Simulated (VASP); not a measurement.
**Single-point calculation of CdSe**

The run: single-point calculation of CdSe (Pm-3m, 2 atoms in the cell). Method and program: DFT, PBEsol, plane waves, PAW (VASP 6.6.1).

The structure was built on a prototype by a generator. The geometry comes from this level: r2SCAN.

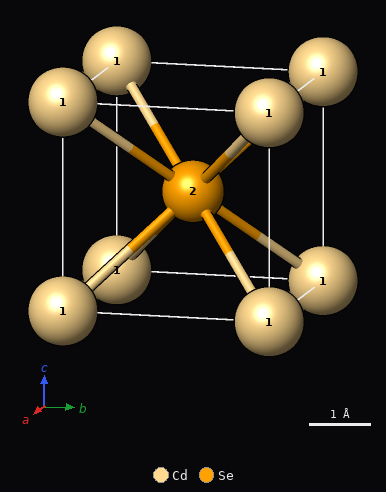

The structure as given in the input (ball-and-stick view of the cell of the calculation, seen slightly off an axis; atoms are numbered from 1 in the order of the input).

Key numbers:

- outcome: converged
- space group (tolerance 0.01 Å): Pm-3m (221)
- electrons treated: 18
- free energy: −5.0978 eV
- Fermi energy: 3.271 eV
- band gap: none (metallic)
- pressure: −2.37 GPa
- largest force (length of the vector): under 0.001 eV/Å
- hardware: 1 CPU thread, shared host
- wall time: 28 s
- peak memory: 0.18 GiB

INCAR:
```
ENCUT = 520.000000
SIGMA = 0.020000
EDIFF = 1.00e-07
GGA = PS
PREC = Accurate
IBRION = -1
ISIF = 2
ISMEAR = -1
NBANDS = 16
NELM = 120
NSW = 0
LASPH = .TRUE.
LCHARG = .FALSE.
LWAVE = .FALSE.
LREAL = .FALSE.
```

KPOINTS:
```
KPOINTS created by Atomic Simulation Environment
0
Gamma
8 8 8
0 0 0
```

KPOINTS_OPT:
```
special points
5
Reciprocal
0.0000000000 0.0000000000 0.0000000000 1
0.0000000000 0.5000000000 0.0000000000 1
0.5000000000 0.5000000000 0.0000000000 1
0.5000000000 0.5000000000 0.5000000000 1
0.3000000000 0.5000000000 0.0000000000 1
```

POSCAR:
```
Cd Se
 1.0000000000000000
     3.5331017259661111   -0.0000000000000000    0.0000000000000000
    -0.0000000000000000    3.5331017259661111    0.0000000000000000
     0.0000000000000000    0.0000000000000000    3.5331017259661111
 Cd  Se
   1   1
Cartesian
 -0.0000000000000000  0.0000000000000000 -0.0000000000000000
  1.7665508629830555  1.7665508629830555  1.7665508629830555
```

Launch command:
```bash
mpirun -np 1 vasp_std
```

OSZICAR:
```
N       E                     dE             d eps       ncg     rms          rms(c)
DAV:   1     0.103792231257E+03    0.10379E+03   -0.90164E+03  1160   0.104E+03
DAV:   2    -0.217834473067E+01   -0.10597E+03   -0.99790E+02  1384   0.251E+02
DAV:   3    -0.557599849297E+01   -0.33977E+01   -0.33567E+01  1320   0.462E+01
DAV:   4    -0.558453582199E+01   -0.85373E-02   -0.85369E-02  1400   0.232E+00
DAV:   5    -0.558456610212E+01   -0.30280E-04   -0.30280E-04  1360   0.125E-01    0.484E+00
DAV:   6    -0.510738334978E+01    0.47718E+00   -0.12143E+00  1280   0.113E+01    0.443E+00
DAV:   7    -0.510320215529E+01    0.41812E-02   -0.69262E-02  1160   0.248E+00    0.230E+00
DAV:   8    -0.509795658361E+01    0.52456E-02   -0.84405E-03  1264   0.847E-01    0.214E-01
DAV:   9    -0.509782234769E+01    0.13424E-03   -0.30011E-04  1376   0.197E-01    0.596E-02
DAV:  10    -0.509785323180E+01   -0.30884E-04   -0.68167E-05  1176   0.929E-02    0.142E-02
DAV:  11    -0.509784708324E+01    0.61486E-05   -0.55528E-06  1272   0.228E-02    0.764E-03
DAV:  12    -0.509784592559E+01    0.11576E-05   -0.20471E-06  1248   0.895E-03    0.255E-03
DAV:  13    -0.509784593886E+01   -0.13268E-07   -0.26577E-07  1288   0.322E-03
   1 F= -.50978459E+01 E0= -.50966281E+01  d E =-.243567E-02
       N       E                     dE             ncg
DAV:   1     0.143368952657E+04   -0.22870E+04      160
DAV:   2     0.887952182075E+03   -0.54574E+03      208
DAV:   3     0.871987542761E+03   -0.15965E+02      168
DAV:   4     0.871952703111E+03   -0.34840E-01      208
DAV:   5     0.871952593488E+03   -0.10962E-03      192
DAV:   6     0.871952592855E+03   -0.63384E-06      200
DAV:   7     0.871952592851E+03   -0.37436E-08      160
```

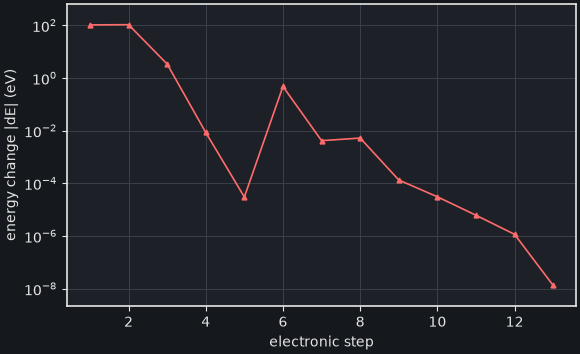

Convergence of the self-consistent field: energy change |dE| against the electronic step. It takes 13 electronic steps. The density is held fixed in the first few steps, and dE rises again when its update begins.

Parts of OUTCAR:
```
k-points           NKPTS =     35   k-points in BZ     NKDIM =     35   number of bands    NBANDS=     16

   NELECT =      18.0000    total number of electrons

   dimension x,y,z NGX =    28 NGY =   28 NGZ =   28
   dimension x,y,z NGXF=    56 NGYF=   56 NGZF=   56

  energy-cutoff  :      520.00
  volume of cell :       44.10
      direct lattice vectors                 reciprocal lattice vectors
     3.533101726  0.000000000  0.000000000     0.283037421  0.000000000  0.000000000
     0.000000000  3.533101726  0.000000000     0.000000000  0.283037421  0.000000000
     0.000000000  0.000000000  3.533101726     0.000000000  0.000000000  0.283037421

 k-points in reciprocal lattice and weights: KPOINTS created by Atomic Simulation Env
   0.00000000  0.00000000  0.00000000       0.002
   0.12500000  0.00000000  0.00000000       0.012
   0.25000000  0.00000000  0.00000000       0.012
   0.37500000  0.00000000  0.00000000       0.012
   0.50000000  0.00000000  0.00000000       0.006
   0.12500000  0.12500000  0.00000000       0.023
   0.25000000  0.12500000  0.00000000       0.047
   0.37500000  0.12500000  0.00000000       0.047
   0.50000000  0.12500000  0.00000000       0.023
   0.25000000  0.25000000  0.00000000       0.023
   0.37500000  0.25000000  0.00000000       0.047
   0.50000000  0.25000000  0.00000000       0.023
   0.37500000  0.37500000  0.00000000       0.023
   0.50000000  0.37500000  0.00000000       0.023
   0.50000000  0.50000000  0.00000000       0.006
   0.12500000  0.12500000  0.12500000       0.016
   0.25000000  0.12500000  0.12500000       0.047
   0.37500000  0.12500000  0.12500000       0.047
   0.50000000  0.12500000  0.12500000       0.023
   0.25000000  0.25000000  0.12500000       0.047
   0.37500000  0.25000000  0.12500000       0.094
   0.50000000  0.25000000  0.12500000       0.047
   0.37500000  0.37500000  0.12500000       0.047
   0.50000000  0.37500000  0.12500000       0.047
   0.50000000  0.50000000  0.12500000       0.012
   0.25000000  0.25000000  0.25000000       0.016
   0.37500000  0.25000000  0.25000000       0.047
   0.50000000  0.25000000  0.25000000       0.023
   0.37500000  0.37500000  0.25000000       0.047
   0.50000000  0.37500000  0.25000000       0.047
   0.50000000  0.50000000  0.25000000       0.012
   0.37500000  0.37500000  0.37500000       0.016
   0.50000000  0.37500000  0.37500000       0.023
   0.50000000  0.50000000  0.37500000       0.012
   0.50000000  0.50000000  0.50000000       0.002

 E-fermi :   3.2714

 k-point     1 :       0.0000    0.0000    0.0000
  band No.  band energies     occupation
      1     -10.4436      2.00000
      2      -5.3867      2.00000
      3      -5.3867      2.00000
      4      -4.9396      2.00000
      5      -4.9396      2.00000
      6      -4.9396      2.00000
      7       1.6892      2.00000
      8       2.0901      2.00000
      9       2.0901      2.00000
     10       2.0901      2.00000
     11       9.3546      0.00000
     12       9.3546      0.00000
     13      13.9797      0.00000
     14      13.9797      0.00000
     15      13.9797      0.00000
     16      18.0099      0.00000

 k-point     2 :       0.1250    0.0000    0.0000
  band No.  band energies     occupation
      1     -10.3342      2.00000
      2      -5.3793      2.00000
      3      -5.3487      2.00000
      4      -4.9738      2.00000
      5      -4.9738      2.00000
      6      -4.9369      2.00000
      7       0.2532      2.00000
      8       2.2471      2.00000
      9       2.2471      2.00000
     10       3.2324      1.75145
     11       9.4478      0.00000
     12       9.8933      0.00000
     13      13.1749      0.00000
     14      13.1749      0.00000
     15      13.3226      0.00000
     16      17.9195      0.00000

 k-point     3 :       0.2500    0.0000    0.0000
  band No.  band energies     occupation
      1     -10.0422      2.00000
      2      -5.3614      2.00000
      3      -5.2740      2.00000
      4      -5.0536      2.00000
      5      -5.0536      2.00000
      6      -4.9304      2.00000
      7      -1.2873      2.00000
      8       2.6593      2.00000
      9       2.6593      2.00000
     10       4.2434      0.00000
     11       9.7103      0.00000
     12       9.8113      0.00000
     13      11.6511      0.00000
     14      11.6511      0.00000
     15      13.7722      0.00000
     16      15.9264      0.00000

 k-point     4 :       0.3750    0.0000    0.0000
  band No.  band energies     occupation
      1      -9.6961      2.00000
      2      -5.3433      2.00000
      3      -5.2503      2.00000
      4      -5.1301      2.00000
      5      -5.1301      2.00000
      6      -4.9239      2.00000
      7      -2.3743      2.00000
      8       3.1394      1.99729
      9       3.1394      1.99729
     10       5.2138      0.00000
     11       8.3320      0.00000
     12      10.0566      0.00000
     13      10.3750      0.00000
     14      10.3750      0.00000
     15      14.5633      0.00000
     16      16.5495      0.00000

 k-point     5 :       0.5000    0.0000    0.0000
  band No.  band energies     occupation
      1      -9.5298      2.00000
      2      -5.3359      2.00000
      3      -5.2723      2.00000
      4      -5.1608      2.00000
      5      -5.1608      2.00000
      6      -4.9212      2.00000
      7      -2.7546      2.00000
      8       3.3686      0.01541
      9       3.3686      0.01541
     10       5.9670      0.00000
     11       7.2984      0.00000
     12       9.8690      0.00000
     13       9.8690      0.00000
     14      10.2438      0.00000
     15      14.0342      0.00000
     16      18.1703      0.00000

 [... the levels of 29 k-points are left out ...]

 k-point    35 :       0.5000    0.5000    0.5000
  band No.  band energies     occupation
      1      -8.2669      2.00000
      2      -5.5233      2.00000
      3      -5.5233      2.00000
      4      -5.5233      2.00000
      5      -4.7607      2.00000
      6      -4.7607      2.00000
      7       1.0832      2.00000
      8       1.0832      2.00000
      9       1.0832      2.00000
     10       4.6476      0.00000
     11       4.6476      0.00000
     12       4.6476      0.00000
     13       4.9544      0.00000
     14      20.2258      0.00000
     15      20.2258      0.00000
     16      20.2258      0.00000

  Total       -0.6521524     -0.6521524     -0.6521524      0.0000000      0.0000000      0.0000000
  in kB      -23.6914280    -23.6914280    -23.6914280      0.0000000      0.0000000      0.0000000
  external PRESSURE =     -23.6914280 kB  Pullay stress =       0.0000000 kB

 POSITION                                       TOTAL-FORCE (eV/Angst)
 -----------------------------------------------------------------------------------
      0.00000      0.00000      0.00000         0.000000      0.000000      0.000000
      1.76655      1.76655      1.76655         0.000000      0.000000      0.000000
 -----------------------------------------------------------------------------------
    total drift:                               -0.000000      0.000000     -0.000000

  FREE ENERGIE OF THE ION-ELECTRON SYSTEM (eV)
  ---------------------------------------------------
  free  energy   TOTEN  =        -5.0978459389 eV

  energy  without entropy=       -5.0954102720  energy(sigma->0) =       -5.09662811
```
